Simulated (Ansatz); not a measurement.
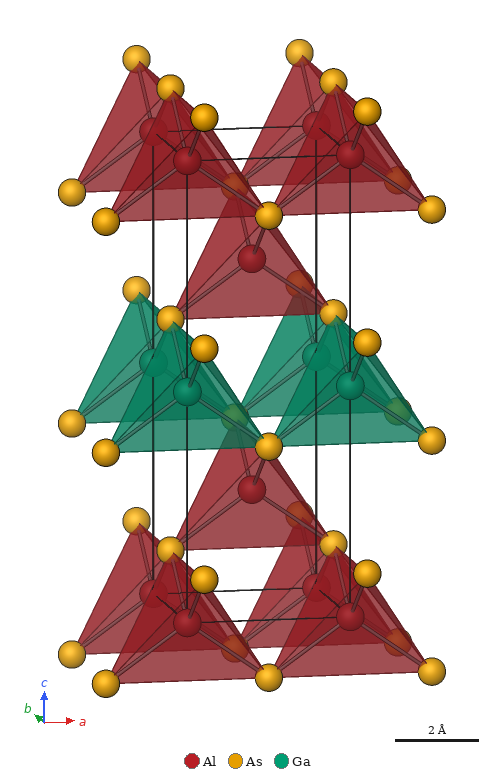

View slightly off an axis, drawn as a polyhedral model. The conventional unit cell is outlined; an atom on or near a face, edge or corner is repeated at each equivalent position. Some neighbours outside the box are added.

Al₃GaAs₄, space group P-4m2 (No. 115), a = 4.016 Å, b = 4.016 Å, c = 11.333 Å, α = 90.00°, β = 90.00°, γ = 90.00°. The model was built from a structure type filled with these elements by a generator (whether the compound takes this form wasn't checked). Earlier steps of the study, as a rule a relaxation of our own, may have changed the cell and positions, so they can lie some per cent off the listed ones. It went into a calculation with Ansatz.

This one geometry was computed with Ansatz (DFT, plane waves, PAW) at five levels of theory: PBE with spin-orbit coupling, PBE, PBE0, HSE06 and r2SCAN. It was relaxed beforehand with r2SCAN.

Which level gives the highest pressure at this volume, and what does that say about its equilibrium volume?

Highest: PBE with spin-orbit coupling (2.1 GPa) and PBE (2.1 GPa), which points to the largest equilibrium volume. Lowest, with the smallest volume: PBE0 (0.2 GPa), HSE06 (0.4 GPa) and r2SCAN (0.0 GPa). Levels within 0.5 GPa of each other can't be told apart.

How does the band gap change with the level of theory?

PBE with spin-orbit coupling: a gap of 1.34 eV, direct; PBE: a gap of 1.44 eV, direct; r2SCAN: a gap of 1.80 eV, direct; HSE06: a gap of 2.07 eV, indirect; PBE0: a gap of 2.71 eV, indirect.

Collect the results in a table.

| level | cutoff (eV) | k-mesh of the run's cell | gap (eV) | pressure (GPa) |
| --- | --- | --- | --- | --- |
| PBE with spin-orbit coupling | 420 | 6×6×2 | 1.34 | 2.1 |
| PBE | 420 | 6×6×2 | 1.44 | 2.1 |
| PBE0 | 420 | 4×4×2 | 2.71 | 0.2 |
| HSE06 | 420 | 4×4×2 | 2.07 | 0.4 |
| r2SCAN | 500 | 6×6×2 | 1.80 | 0.0 |

Gaps are taken on the k-mesh or band path of each run.
